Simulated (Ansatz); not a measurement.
## ZrSiO₄: geometry relaxation (part 1 of 2)

ZrSiO₄ (12 atoms in the cell), computed with DFT PBE, scalar-relativistic, plane waves, PAW, no spin polarisation (Ansatz 0.2.0).

The structure derives from an entry of the Crystallography Open Database. It belongs to a series of runs on one base structure; here: volume × 1.06, shape and atoms relaxed.

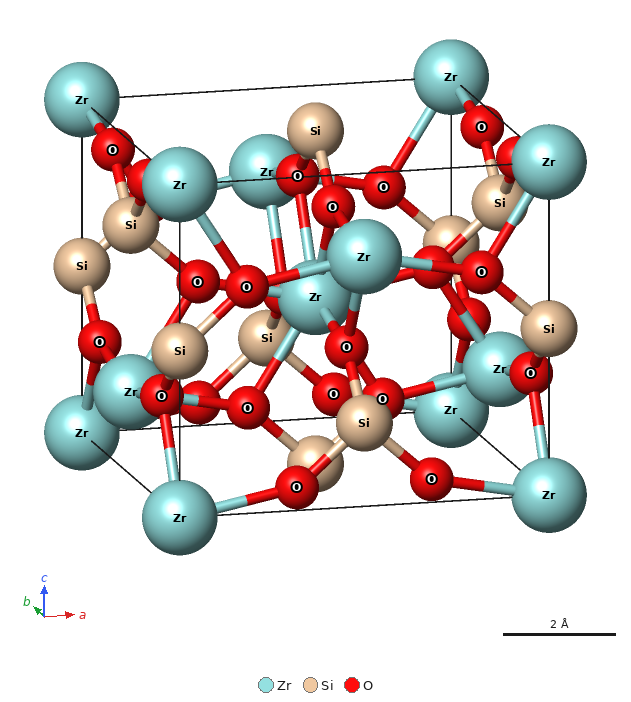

**Figure 1.** The input geometry (ball-and-stick view of the cell 2 times as large as that of the calculation, set on its symmetry axes, seen slightly off an axis).

## Input file
```yaml
crystal:
  lattice:
    - [-3.4120059629, 3.4120059629, 3.0570152863]
    - [3.4120059629, -3.4120059629, 3.0570152863]
    - [3.4120059629, 3.4120059629, -3.0570152863]
  atoms:
    - { symbol: Zr, position: [0.75, 0.25, 0.5] }
    - { symbol: Zr, position: [0.0, 0.0, 0.0] }
    - { symbol: Si, position: [0.25, 0.75, 0.5] }
    - { symbol: Si, position: [0.5, 0.5, 0.0] }
    - { symbol: O, position: [0.1366676083, 0.3189829368, 0.8176846715] }
    - { symbol: O, position: [0.0689829368, 0.7512982653, 0.6823153285] }
    - { symbol: O, position: [0.5012982653, 0.3189829368, 0.1823153285] }
    - { symbol: O, position: [0.0689829368, 0.3866676083, 0.3176846715] }
    - { symbol: O, position: [0.6133323917, 0.9310170632, 0.6823153285] }
    - { symbol: O, position: [0.6810170632, 0.8633323917, 0.1823153285] }
    - { symbol: O, position: [0.2487017347, 0.9310170632, 0.3176846715] }
    - { symbol: O, position: [0.6810170632, 0.4987017347, 0.8176846715] }
basis:
  ecutwfc: 420
kpoints:
  mp_grid: { grid: [6, 6, 6] }
hamiltonian:
  xc: pbe
scf:
  occupations: { method: gaussian, width: 0.02 }
output:
  forces: true
  stress: true
  eigenvalues: true
  write_density: true
  write_potential: true
  elf: true
  volumetric_format: npy
relax:
  adjacent_minimum: "off"
  f_tol: 0.01
  max_steps: 30
  cell: { stress_tol: 0.1, fix: [volume] }
```

Machine: 2 threads of AMD EPYC (Zen 5), 24 GiB of memory available, shared host.

Command:
```bash
ansatz run input.yaml --threads 2 --pin off --max-ram 5120MiB --backend cpu --events-out ev --progress --plain --runs-dir out
```

## Output
```
Engine: ansatz 0.2.0, x86_64-unknown-linux-gnu
Pseudopotentials: kind: paw
Pseudopotential: Zr, paw, valence charge 12, recommended cutoff 420 eV (normal), Zr.paw.azcp
Pseudopotential: Si, paw, valence charge 4, recommended cutoff 420 eV (normal), Si.paw.azcp
Pseudopotential: O, paw, valence charge 6, recommended cutoff 420 eV (normal), O.paw.azcp
Functional definition: PBE
  parameter kappa = 0.804
  parameter beta = 0.06672455060314922
  exchange = pbe_x(kappa = kappa, mu = beta*pi^2/3)
  correlation = pbe_c(beta = beta)
Crystal: 12 atoms, lattice volume = 142.356 Å³
Basis set: ecut = 420 eV, 2839 PW (Γ), exchange–correlation on 80×80×80 points (8 copies of the dense FFT grid, shifted against one another)
Bands: 52, of which v1, the nominal top of the filled ones, is band 40 counted from 1 (39 counted from 0)
Symmetry: 16 space group operations
Space group: I41/amd (ITA 141), of the structure as read, at distance tolerance 5.2e-5 Å
k-points: 30 of 216
Non-local potential: Zr, projectors of the file, l = 0: 3, l = 1: 2, l = 2: 2, l = 3: 2
Non-local potential: Si, projectors of the file, l = 0: 2, l = 1: 2, l = 2: 2
Non-local potential: O, projectors of the file, l = 0: 2, l = 1: 2, l = 2: 1
PAW form: soft (Blöchl's): semilocal exchange-correlation on the pseudo side does not see the compensation charge
PAW one-centre angular grid: Zr, 590 points (default); XC on 64 Gauss nodes
PAW one-centre angular grid: Si, 110 points (default); XC on 64 Gauss nodes
PAW one-centre angular grid: O, 110 points (default); XC on 64 Gauss nodes
Initial density: superposition of atomic densities (neutral atoms: chi_scale 0, normalization atom), corrected by the library's trained network
Initial wavefunctions: pseudopotential atomic-orbital guess
Functional: x = pbe(κ = 0.804, μ = 0.2195149727645171), c = pbe(β = 0.06672455060314922)
SCF iter   1: F=—  HF=-14196.159298 eV  |F-HF|=—  |Δ(HF+E_count)|=         —  Δρ=2.45e-3  dr2=3.77e-3  ethr=1.77e-3  ⟨swp⟩=6.1  Hψ=6387  notcnv=0  defer=5
preconditioner: auto → Resta (q_TF=auto, 2.478 Å⁻¹)  ε∞=4.0  [insulator: Δε(μ)=4.263 eV  Ē_g=15.578 eV  σ=0.020 eV  W_gap=1.00  n_scr=42 (ndim 8)  ℏωp=27.1 eV  f_vac=0.021  D(μ)=0.00/eV (n_scr^D=0)  ε∞_Penn≈4.0]
SCF iter   2: F=—  HF=-14196.160710 eV  |F-HF|=—  |Δ(HF+E_count)|=   1.41e-3  Δρ=1.30e-3  dr2=5.18e-4  ethr=4.72e-6  ⟨swp⟩=2.0  Hψ=3177  notcnv=0  defer=183
SCF iter   3: F=—  HF=-14196.161518 eV  |F-HF|=—  |Δ(HF+E_count)|=   8.08e-4  Δρ=5.21e-4  dr2=9.62e-5  ethr=6.48e-7  ⟨swp⟩=2.5  Hψ=2722  notcnv=0  defer=183
SCF iter   4: F=—  HF=-14196.161828 eV  |F-HF|=—  |Δ(HF+E_count)|=   3.10e-4  Δρ=4.70e-5  dr2=5.68e-6  ethr=1.20e-7  ⟨swp⟩=2.0  Hψ=2545  notcnv=0  defer=183
SCF iter   5: F=—  HF=-14196.161829 eV  |F-HF|=—  |Δ(HF+E_count)|=   1.67e-6  Δρ=9.01e-6  dr2=1.28e-7  ethr=7.10e-9  ⟨swp⟩=2.0  Hψ=2092  notcnv=0  defer=183
SCF iter   6: F=-14196.161830 eV  HF=-14196.161830 eV  |F-HF|=4.18e-9  |Δ(HF+E_count)|=   1.44e-7  Δρ=3.05e-6  dr2=1.14e-8  ethr=1.25e-10  ⟨swp⟩=13.9  Hψ=10305  notcnv=0
SCF 1 converged in 6 iterations: F = -14196.161830 eV  dr2 = 1.14e-8
  greatest PAW one-centre occupation: 0.995 electrons in one spin orbital (limit 2), on the Zr atom at site 1 (counted from 0), in its partial waves of l = 0
relax step   1: F+E_penalty+E_count = -14196.16182951 eV  Δ(F+E_penalty+E_count) = +0.000e0 eV  max|allowed force component| = 2.302e-1 eV/Å  Δτ_max = 0.0000 Å  P = -10.876 GPa  Ω = 142.356 Å³  fix = [volume]  reactions: volume -10.876 GPa  (6 SCF iters, dr2 threshold 1.00e-7 eV, accepted)
Basis set: ecut = 420 eV, 2823 PW (Γ), exchange–correlation on 80×80×80 points (8 copies of the dense FFT grid, shifted against one another)
Initial density: handed on by an earlier stage of this run
Initial wavefunctions: those handed on with the density
iter 1 solved again at ethr=1.48e-6 eV; its pass at ethr=3.10e-3 eV (dr2=1.18e-3 eV) is discarded
SCF iter   1: F=—  HF=-14196.169845 eV  |F-HF|=—  |Δ(HF+E_count)|=         —  Δρ=8.74e-4  dr2=1.33e-3  ethr=1.48e-6  ⟨swp⟩=2.1  Hψ=6348  notcnv=0
preconditioner: auto → Resta (q_TF=auto, 2.478 Å⁻¹)  ε∞=4.0  [insulator: Δε(μ)=4.292 eV  Ē_g=15.600 eV  σ=0.020 eV  W_gap=1.00  n_scr=42 (ndim 8)  ℏωp=27.1 eV  f_vac=0.022  D(μ)=0.00/eV (n_scr^D=0)  ε∞_Penn≈4.0]
SCF iter   2: F=—  HF=-14196.169501 eV  |F-HF|=—  |Δ(HF+E_count)|=   3.44e-4  Δρ=4.34e-4  dr2=2.84e-4  ethr=1.48e-6  ⟨swp⟩=2.6  Hψ=2347  notcnv=0
SCF iter   3: F=—  HF=-14196.169481 eV  |F-HF|=—  |Δ(HF+E_count)|=   1.92e-5  Δρ=2.05e-4  dr2=4.80e-5  ethr=3.55e-7  ⟨swp⟩=2.3  Hψ=2244  notcnv=0
SCF iter   4: F=—  HF=-14196.169470 eV  |F-HF|=—  |Δ(HF+E_count)|=   1.13e-5  Δρ=4.38e-5  dr2=2.46e-6  ethr=6.00e-8  ⟨swp⟩=2.0  Hψ=2280  notcnv=0
SCF iter   5: F=-14196.169470 eV  HF=-14196.169470 eV  |F-HF|=4.83e-8  |Δ(HF+E_count)|=   5.59e-8  Δρ=7.87e-6  dr2=7.09e-8  ethr=1.50e-9  ⟨swp⟩=11.4  Hψ=11243  notcnv=0
SCF 2 converged in 5 iterations: F = -14196.169470 eV  dr2 = 7.09e-8
relax step   2: F+E_penalty+E_count = -14196.16947016 eV  Δ(F+E_penalty+E_count) = -7.641e-3 eV  max|allowed force component| = 1.399e-1 eV/Å  Δτ_max = 0.0044 Å  P = -10.508 GPa  Ω = 142.356 Å³  energy of the carried Pulay correction = +3.775e-16 eV  fix = [volume]  reactions: volume -10.508 GPa  (5 SCF iters, dr2 threshold 1.20e-6 eV, accepted)
Basis set: ecut = 420 eV, 2791 PW (Γ), exchange–correlation on 80×80×80 points (8 copies of the dense FFT grid, shifted against one another)
iter 1 solved again at ethr=3.95e-6 eV; its pass at ethr=3.10e-3 eV (dr2=3.16e-3 eV) is discarded
SCF iter   1: F=—  HF=-14196.175329 eV  |F-HF|=—  |Δ(HF+E_count)|=         —  Δρ=1.49e-3  dr2=3.57e-3  ethr=3.95e-6  ⟨swp⟩=2.1  Hψ=6502  notcnv=0
preconditioner: auto → Resta (q_TF=auto, 2.478 Å⁻¹)  ε∞=4.0  [insulator: Δε(μ)=4.291 eV  Ē_g=15.615 eV  σ=0.020 eV  W_gap=1.00  n_scr=42 (ndim 8)  ℏωp=27.1 eV  f_vac=0.023  D(μ)=0.00/eV (n_scr^D=0)  ε∞_Penn≈4.0]
SCF iter   2: F=—  HF=-14196.174410 eV  |F-HF|=—  |Δ(HF+E_count)|=   9.19e-4  Δρ=7.72e-4  dr2=8.88e-4  ethr=3.95e-6  ⟨swp⟩=2.1  Hψ=2290  notcnv=0
SCF iter   3: F=—  HF=-14196.174231 eV  |F-HF|=—  |Δ(HF+E_count)|=   1.79e-4  Δρ=3.64e-4  dr2=1.52e-4  ethr=1.11e-6  ⟨swp⟩=2.1  Hψ=2254  notcnv=0
SCF iter   4: F=—  HF=-14196.174195 eV  |F-HF|=—  |Δ(HF+E_count)|=   3.62e-5  Δρ=7.23e-5  dr2=5.97e-6  ethr=1.90e-7  ⟨swp⟩=2.0  Hψ=2286  notcnv=0
SCF iter   5: F=-14196.174196 eV  HF=-14196.174196 eV  |F-HF|=1.60e-7  |Δ(HF+E_count)|=   7.12e-7  Δρ=1.34e-5  dr2=2.10e-7  ethr=1.50e-9  ⟨swp⟩=12.1  Hψ=11976  notcnv=0
SCF 3 converged in 5 iterations: F = -14196.174196 eV  dr2 = 2.10e-7
relax step   3: F+E_penalty+E_count = -14196.17419607 eV  Δ(F+E_penalty+E_count) = -4.726e-3 eV  max|allowed force component| = 5.607e-3 eV/Å  Δτ_max = 0.0084 Å  P = -9.856 GPa  Ω = 142.356 Å³  fix = [volume]  reactions: volume -9.856 GPa  (5 SCF iters, dr2 threshold 1.20e-6 eV, accepted)
Basis set: ecut = 420 eV, 2799 PW (Γ), exchange–correlation on 80×80×80 points (8 copies of the dense FFT grid, shifted against one another)
iter 1 solved again at ethr=6.03e-9 eV; its pass at ethr=3.10e-3 eV (dr2=4.83e-6 eV) is discarded
SCF iter   1: F=—  HF=-14196.174165 eV  |F-HF|=—  |Δ(HF+E_count)|=         —  Δρ=1.06e-4  dr2=8.24e-6  ethr=6.03e-9  ⟨swp⟩=3.0  Hψ=7050  notcnv=0
preconditioner: auto → Resta (q_TF=auto, 2.478 Å⁻¹)  ε∞=4.0  [insulator: Δε(μ)=4.277 eV  Ē_g=15.608 eV  σ=0.020 eV  W_gap=1.00  n_scr=42 (ndim 8)  ℏωp=27.1 eV  f_vac=0.023  D(μ)=0.00/eV (n_scr^D=0)  ε∞_Penn≈4.0]
SCF iter   2: F=—  HF=-14196.174227 eV  |F-HF|=—  |Δ(HF+E_count)|=   6.20e-5  Δρ=5.72e-5  dr2=2.40e-6  ethr=6.03e-9  ⟨swp⟩=2.7  Hψ=2752  notcnv=0
SCF iter   3: F=—  HF=-14196.174227 eV  |F-HF|=—  |Δ(HF+E_count)|=   1.14e-8  Δρ=2.18e-5  dr2=5.33e-7  ethr=3.00e-9  ⟨swp⟩=2.4  Hψ=2649  notcnv=0
SCF iter   4: F=-14196.174227 eV  HF=-14196.174227 eV  |F-HF|=9.89e-9  |Δ(HF+E_count)|=   1.03e-7  Δρ=4.16e-6  dr2=1.26e-8  ethr=4.89e-11  ⟨swp⟩=6.3  Hψ=9845  notcnv=0
SCF 4 converged in 4 iterations: F = -14196.174227 eV  dr2 = 1.26e-8
relax step   4: F+E_penalty+E_count = -14196.17422733 eV  Δ(F+E_penalty+E_count) = -3.126e-5 eV  max|allowed force component| = 7.990e-3 eV/Å  Δτ_max = 0.0003 Å  P = -9.871 GPa  Ω = 142.356 Å³  fix = [volume]  reactions: volume -9.871 GPa  (4 SCF iters, dr2 threshold 3.91e-8 eV, accepted)
Initial wavefunctions: pseudopotential atomic-orbital guess (no wavefunctions were taken with the density)
iter 1 solved again at ethr=4.41e-7 eV; its pass at ethr=3.10e-3 eV (dr2=3.53e-4 eV) is discarded
SCF iter   1: F=—  HF=-14196.174505 eV  |F-HF|=—  |Δ(HF+E_count)|=         —  Δρ=8.85e-5  dr2=5.79e-7  ethr=4.41e-7  ⟨swp⟩=3.2  Hψ=10572  notcnv=0
preconditioner: auto → Resta (q_TF=auto, 2.478 Å⁻¹)  ε∞=4.0  [insulator: Δε(μ)=4.276 eV  Ē_g=15.608 eV  σ=0.020 eV  W_gap=1.00  n_scr=42 (ndim 8)  ℏωp=27.1 eV  f_vac=0.023  D(μ)=0.00/eV (n_scr^D=0)  ε∞_Penn≈4.0]
SCF iter   2: F=—  HF=-14196.174662 eV  |F-HF|=—  |Δ(HF+E_count)|=   1.57e-4  Δρ=4.51e-5  dr2=1.55e-7  ethr=7.24e-10  ⟨swp⟩=2.4  Hψ=2743  notcnv=0
SCF iter   3: F=—  HF=-14196.174694 eV  |F-HF|=—  |Δ(HF+E_count)|=   3.23e-5  Δρ=3.40e-6  dr2=1.10e-8  ethr=1.93e-10  ⟨swp⟩=2.0  Hψ=2520  notcnv=0
SCF iter   4: F=—  HF=-14196.174694 eV  |F-HF|=—  |Δ(HF+E_count)|=   4.39e-9  Δρ=7.97e-7  dr2=5.63e-10  ethr=1.37e-11  ⟨swp⟩=2.0  Hψ=2311  notcnv=0
SCF iter   5: F=-14196.174694 eV  HF=-14196.174694 eV  |F-HF|=4.87e-10  |Δ(HF+E_count)|=   1.26e-9  Δρ=4.11e-7  dr2=1.66e-10  ethr=1.00e-12  ⟨swp⟩=6.3  Hψ=7111  notcnv=0
SCF 5 converged in 5 iterations: F = -14196.174694 eV  dr2 = 1.66e-10
relax step   5: F+E_penalty+E_count = -14196.17469410 eV  Δ(F+E_penalty+E_count) = -4.668e-4 eV  max|allowed force component| = 8.158e-3 eV/Å  Δτ_max = 0.0000 Å  P = -9.870 GPa  Ω = 142.356 Å³  fix = [volume]  reactions: volume -9.870 GPa  stress off target by 9.62e-2 GPa on what of the cell is left free  SCF on the basis re-selected at this cell (its energy is not comparable with the rows above)  (5 SCF iters)
```

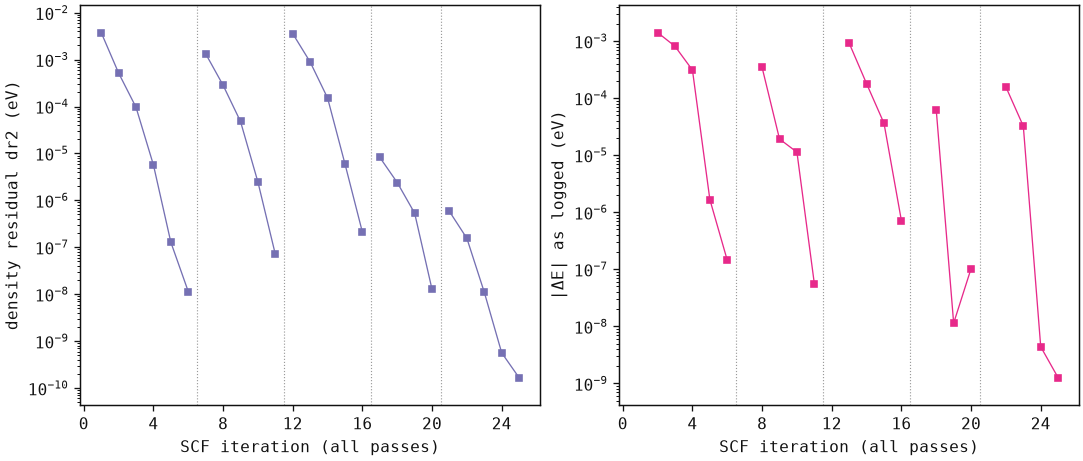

**Figure 2.** Convergence of the self-consistent field: density residual dr2 and size of the energy change against the SCF iteration. The dotted lines part the SCF passes of the relaxation: geometry steps, rejected trials and re-solves on a re-selected basis. The 5 passes take 4 to 6 iterations each, 25 in all.

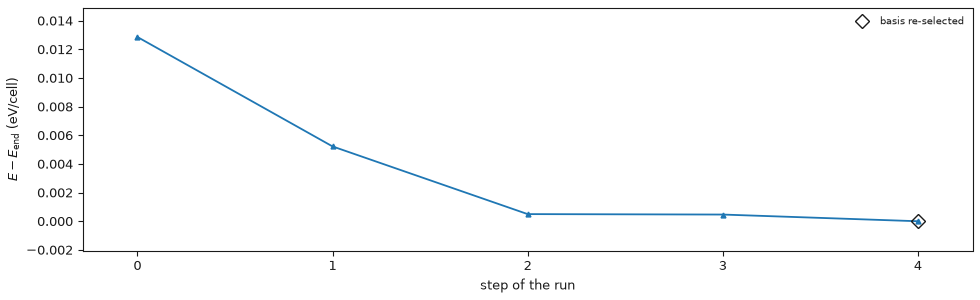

**Figure 3.** Progress of the relaxation, step by step (the first geometry is step 0 here and step 1 in the log).

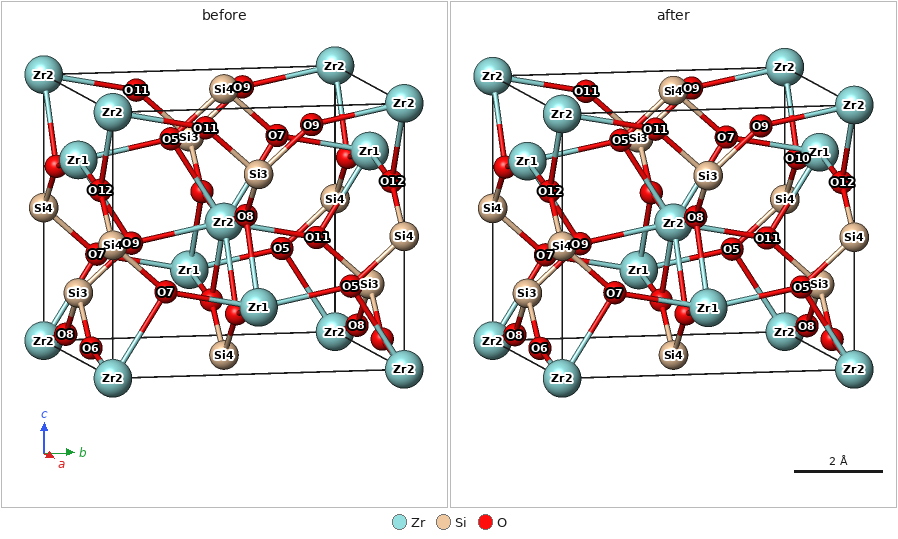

**Figure 4.** Before (left) and after (right) the relaxation, at one scale (ball-and-stick view of the cell 2 times as large as that of the calculation, set on its symmetry axes, seen slightly off an axis). After 3 geometry steps the energy has fallen by 12.4 meV per cell of the calculation. The largest force component goes from 0.23 to 0.0082 eV/Å. Pressure: −10.88 GPa at the start and −9.87 GPa at the end. The largest moves relative to the cell, 0.013 Å, are those of 8 atoms (O5, O6, O7, O8 and others). Zr and Si stay in place. The drawn cell changes at constant volume: a = b 6.824 → 6.844 Å (+0.3 %), c 6.114 → 6.078 Å (−0.6 %). Distances before and after: Zr1–O11 2.313 → 2.295 Å, Zr1–O10 2.209 → 2.225 Å, Si3–O11 1.665 → 1.658 Å. The space group stays I4_1/amd (No. 141). A last SCF at the same geometry on a re-selected plane-wave basis shifts the energy by −0.5 meV per cell of the calculation. (Atoms are counted from 1 in the order of the input.)
